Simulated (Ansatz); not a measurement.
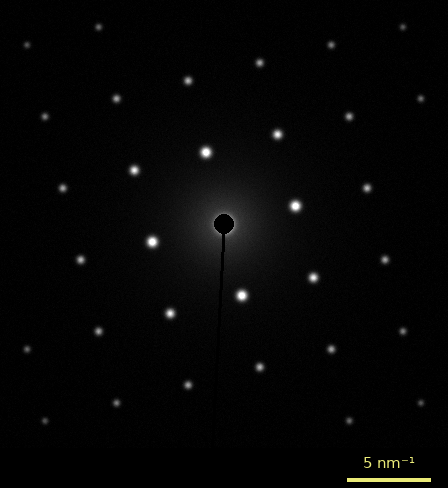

The pattern is a kinematic simulation for 200 kV electrons (no multiple scattering; isotropic B = 1 Å²).

It belongs to Mg, space group Fm-3m (No. 225), a = 4.497 Å. Structure: the end point of a relaxation with DFT r2SCAN, scalar-relativistic, plane waves, PAW in Ansatz 0.2.0; the starting structure was generated, so it need not be a known form of this composition.

### Determine the zone axis from the geometry of the pattern.

The spots form a square net with both shortest vectors at d = 2.25 Å, 90.0° apart. They index as 2 0 0 and 0 2 0, so the zone axis is [001] (or an equivalent direction of <001>).

### Which reflections of this zone are missing, and why?

The lattice centring (F) removes all reflections that break h + k = 2n, h + l = 2n.
